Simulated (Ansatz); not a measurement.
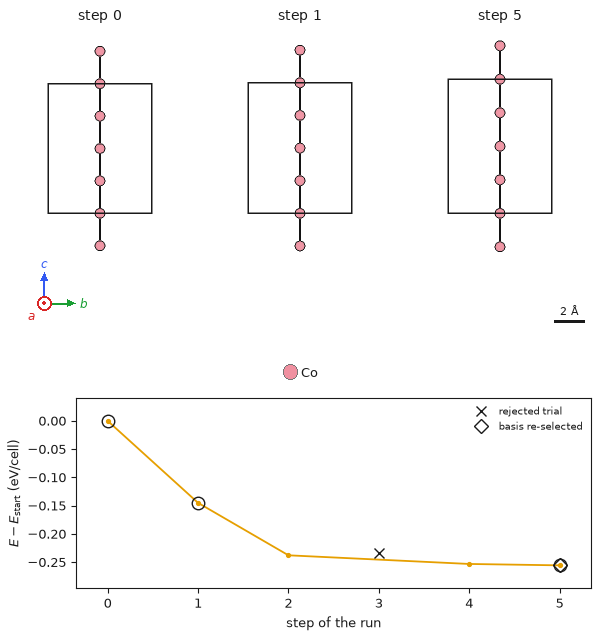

Frames of a relaxation of a wire of composition Co, marked on the history of the run. The picture is a ball-and-stick view of the 2 repeat of the cell, with the vacuum cut short, seen along the a axis.

Case: ladder chain of atoms.

The calculation used DFT PBE, scalar-relativistic, plane waves, PAW (Ansatz 0.2.0). Settings: plane-wave cutoff 420 eV; k-point mesh 1 × 1 × 15; occupations gaussian; smearing width 0.05 eV; collinear spin; cell relaxed at fixed a, b, alpha, beta, gamma; force threshold 0.01 eV/Å; at most 45 steps.

**What happens along the run?**

The energy falls by 0.256 eV per cell of the calculation in 3 accepted moves (5 points after the start). Largest force component: 1 eV/Å at the start, 0.0013 eV/Å at the end. The line search rejected the trial step at point 3 of the run. The SCF was repeated once at an unchanged geometry on a basis and grid sized afresh for the cell, which shifted the energy by 2.5 meV per cell of the calculation at most. The largest moves relative to the layer's centre, 0.091 Å, are those of Co atoms. Along the periodic axis the drawn cell goes c 8.759 → 9.060 Å (+3.4 %). Among the contacts that change: Co–Co 2.299 → 2.117 Å, Co–Co 2.190 → 2.265 Å. The run took 120 s on 2 threads of Arm Neoverse V1, on a shared host, peak memory 0.86 GiB. From step 0 to 1: Co atoms move most (0.04 Å), energy −0.145 eV per cell of the calculation. From step 1 to 5: Co atoms move most (0.05 Å), energy −0.111 eV per cell of the calculation.

Limits of the set-up: the k-point mesh is coarse for a cell with partly filled bands.
